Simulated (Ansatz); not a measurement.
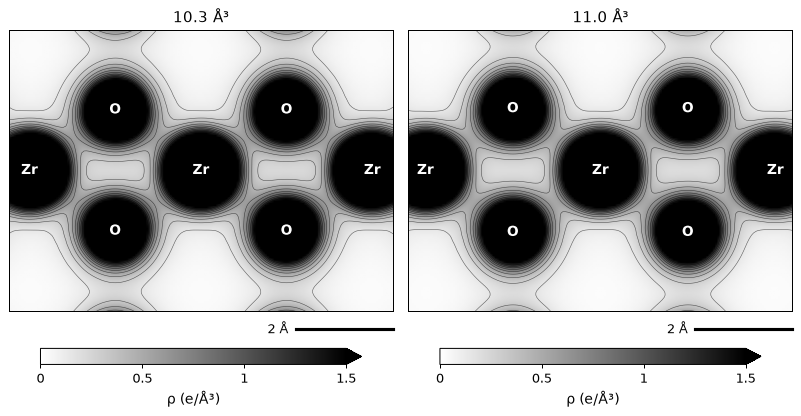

ZrO2. The valence pseudo-density of cells scaled evenly to different volumes (given per atom above each panel), on the (101̄) plane of each (indices in the axes of the cell below), at one length scale and on one colour scale.

A structure from a database of computed crystals, not necessarily the ambient phase.

These are results of Kohn-Sham DFT of a periodic cell, PBEsol, Ansatz PAW (Ansatz), not measurements.

Core electrons are frozen (PAW), and the valence fields are smoothed inside the atomic spheres.

The largest cell:

```
Zr O
1.0
     0.00000    2.54507    2.54507
     2.54507    0.00000    2.54507
     2.54507    2.54507    0.00000
Zr O
1 2
Direct
  0.00000 0.00000 0.00000
  0.75000 0.75000 0.75000
  0.25000 0.25000 0.25000
```

| volume (Å³/atom) | Zr–O contact in the plane (Å) | ρ at its midpoint (e/Å³) | pressure (GPa) | gap on the mesh (eV) | 
| --- | --- | --- | --- | --- |
| 10.33 | 2.159 | 0.588 | 13.1 | 3.50 | 
| 10.55 | 2.174 | ? | ? | ? | 
| 10.99 | 2.204 | 0.531 | −3.8 | 3.34 | 

Q: What values belong in the row with question marks?

A: Over the known rows ln ρ falls by 2.27 per Å of Zr–O distance (the line through the two), which gives 0.568 e/Å³ at 2.174 Å; the calculation gives 0.568 e/Å³. For the pressure, a straight line in volume between the neighbouring rows gives 7.5 GPa; the calculation gives 6.8, lower because pressure rises ever faster on compression. For the gap on the mesh, a straight line in volume between the neighbouring rows gives 3.45 eV; the calculation gives 3.45.
